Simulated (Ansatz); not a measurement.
The coordinates of a crystal:

```yaml
crystal:
  lattice:
    - [5.63325, 0.00000, 0.00000]
    - [0.00000, 5.63325, 0.00000]
    - [0.00000, 0.00000, 5.63325]
  atoms:
    - { symbol: Zn, position: [0.00000, 0.00000, 0.00000] }
    - { symbol: Se, position: [0.25000, 0.25000, 0.25000] }
    - { symbol: Zn, position: [0.00000, 0.50000, 0.50000] }
    - { symbol: Se, position: [0.25000, 0.75000, 0.75000] }
    - { symbol: Zn, position: [0.50000, 0.00000, 0.50000] }
    - { symbol: Se, position: [0.75000, 0.25000, 0.75000] }
    - { symbol: Zn, position: [0.50000, 0.50000, 0.00000] }
    - { symbol: Se, position: [0.75000, 0.75000, 0.25000] }
```

Question: What would you see if this were drawn?

Answer: It has the composition ZnSe. It is face-centred cubic, space group F-43m (No. 216). Its structure type: zinc blende (sphalerite type). The cell has 8 atoms, namely 4 Zn, 4 Se. The polyhedra are ZnSe4 tetrahedra; they share corners. Zn is coordinated by four Se in a tetrahedral arrangement at 2.44 Å. Each Se atom is coordinated by four Zn in a tetrahedral arrangement at 2.44 Å. The bonds build a three-dimensional framework.

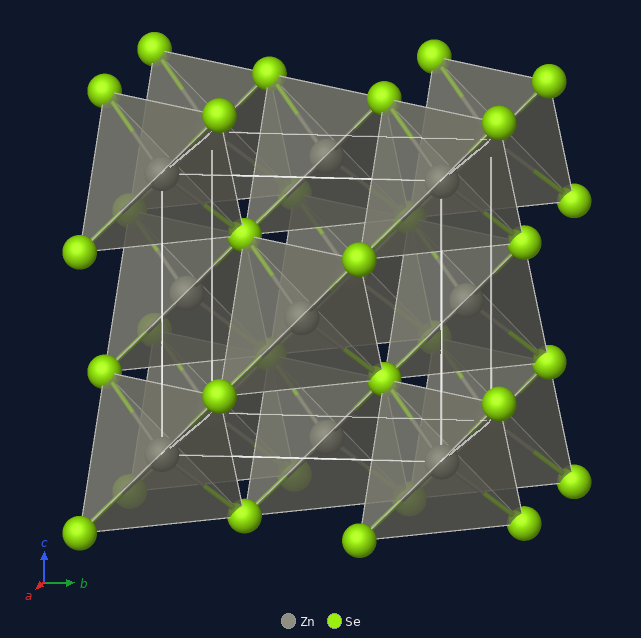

Shown here is a polyhedral view of the crystal, taken slightly off an axis. The wireframe shows the conventional unit cell. Some neighbours outside the box are added. Colours: zinc grey, selenium green.

The structure was taken from a structure listed in the Materials Project. Earlier steps of the study, as a rule a relaxation of our own, may have changed the cell and positions, so they can lie some per cent off the listed ones. It was the input of a calculation with Ansatz.
